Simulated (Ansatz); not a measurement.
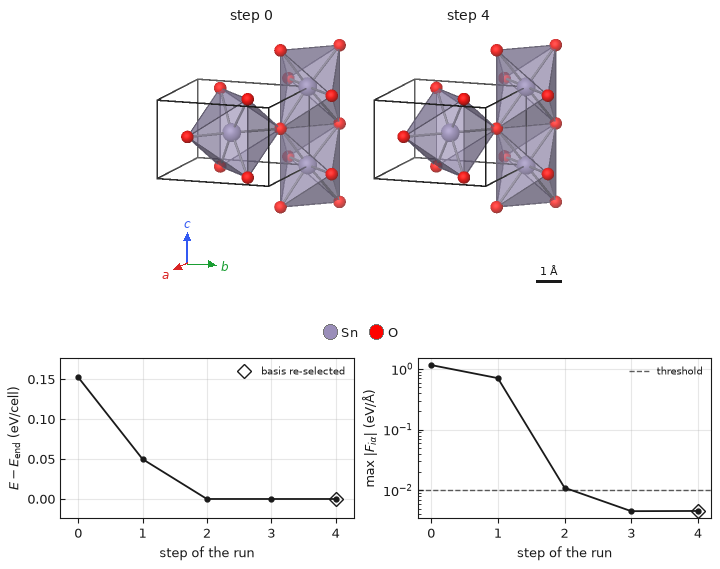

First and last geometry of a relaxation of crystalline SnO₂ (set up in P1), with the history of the run. The picture is a polyhedral view of the cell of the calculation, seen slightly off an axis.

Case: all Sn atoms moved 0.1 Å in one direction; relaxed back.

The calculation used DFT r2SCAN, scalar-relativistic, plane waves, PAW in Ansatz 0.2.0. (plane-wave cutoff 500 eV; k-point mesh 6 × 6 × 8; occupations gaussian; smearing width 0.05 eV; no spin polarisation; cell and atoms relaxed; force threshold 0.01 eV/Å; at most 80 steps)

What do the curves and the structures tell?

It converged. The largest moves relative to the cell, 0.067 Å, are those of Sn atoms. By element the largest moves are Sn 0.067 Å, O 0.034 Å. The drawn cell changes at constant volume: a 4.760 → 4.759 Å (0.0 %), b unchanged at 4.760 Å, c 3.201 → 3.202 Å (0.0 %). Among the contacts that change: O–Sn 2.157 → 2.059 Å, O–Sn 1.962 → 2.059 Å, O–Sn 1.989 → 2.066 Å, O–Sn 2.113 → 2.066 Å. Among the angles between lasting bonds that change: O–Sn–O 174.5° → 180.0°, O–Sn–O 174.6° → 180.0°, Sn–O–Sn 105.8° → 101.6°. Within 0.06 Å the space group is Amm2 at the start and P4_2/mnm at the end; at a tighter tolerance small leftover displacements or strains of the cell lower it. After 3 accepted moves (4 points after the start) the energy has fallen by 0.153 eV per cell of the calculation. The largest force component goes from 1.2 to 0.0046 eV/Å. Pressure: 1.17 GPa at the start and −0.02 GPa at the end. The SCF was repeated once at an unchanged geometry on a basis and grid sized afresh for the cell, which shifted the energy by less than 0.05 meV per cell of the calculation at most. The run took 7.1 min on 1 thread of Arm Neoverse V1, on a shared host, peak memory 0.7 GiB.
